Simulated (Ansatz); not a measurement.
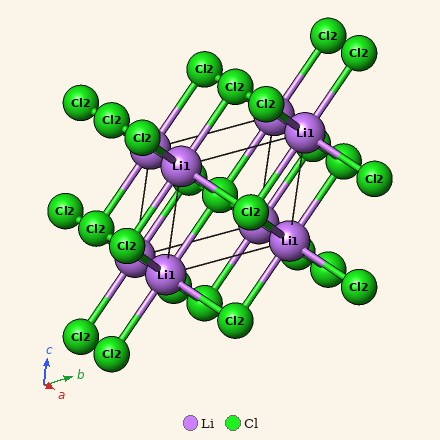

The system is LiCl (Fm-3m, No. 225; 2 atoms in the cell); the picture shows the reference structure. 
- The cell is strained homogeneously, by one strain along x and y and another along z, with fractional coordinates fixed (x, y and z along the cube axes).
- Coordinates scanned: (1) strain along x and y; (2) strain along z.
- Grid: 5 × 5 points.
- Energies: meV/atom, counted from the lowest grid point.
- The reference cell is the one listed in the database, not relaxed at this level.
- The calculation used DFT LDA, scalar-relativistic, plane waves, PAW (Ansatz 0.2.0). Settings: cutoff 420 eV, k-mesh 8×8×8, gaussian smearing 0.05 eV, no spin polarisation.

Its coordinates:

```yaml
crystal:
  lattice:
    - [0.00000, 2.56476, 2.56476]
    - [2.56476, 0.00000, 2.56476]
    - [2.56476, 2.56476, 0.00000]
  atoms:
    - { symbol: Li, position: [0.00000, 0.00000, 0.00000] }
    - { symbol: Cl, position: [0.50000, 0.50000, 0.50000] }
```

Range: strain along x and y from −5.0 to 5.0 %; strain along z from −5.0 to 5.0 %.

### What landscape does the calculation give?

The lowest grid point is at strain along x and y = −2.5 %, strain along z = −2.5 %. The bottom of the well lies between grid points, at about strain along x and y = −3.2 %, strain along z = −3.2 %, about 1 meV/atom lower on the interpolated surface. It is the only kind of minimum in the scanned range. The highest grid point, strain along x and y = 5.0 %, strain along z = 5.0 %, lies 95 meV/atom above the lowest. The gap on the k-mesh is 6.4 eV at the lowest point and runs from 5.2 to 6.5 eV over the map.

| strain along z ↓, strain along x and y → | −5.0 | −2.5 | 0.0 | 2.5 | 5.0 |
| --- | --- | --- | --- | --- | --- |
| 5.0 | 15 | 21 | 38 | 64 | 95 |
| 2.5 | 8 | 11 | 26 | 50 | 79 |
| 0.0 | 3 | 4 | 16 | 37 | 64 |
| −2.5 | 2 | 0 | 10 | 28 | 52 |
| −5.0 | 5 | 0 | 7 | 22 | 44 |

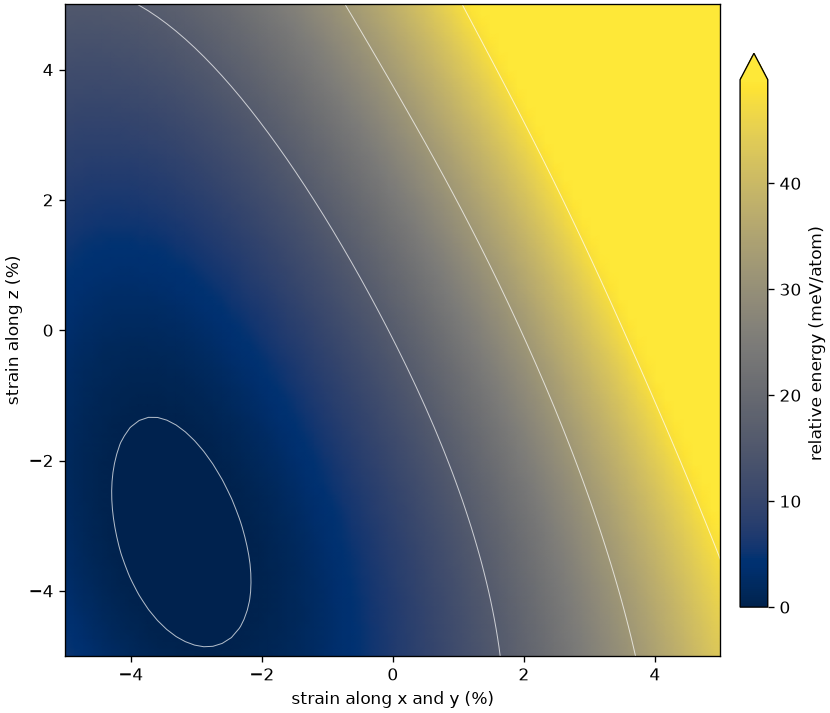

In the figure: a smooth colour map with a few white contour lines, one colour for all values above the top of the scale. Between grid points the surface is interpolated.
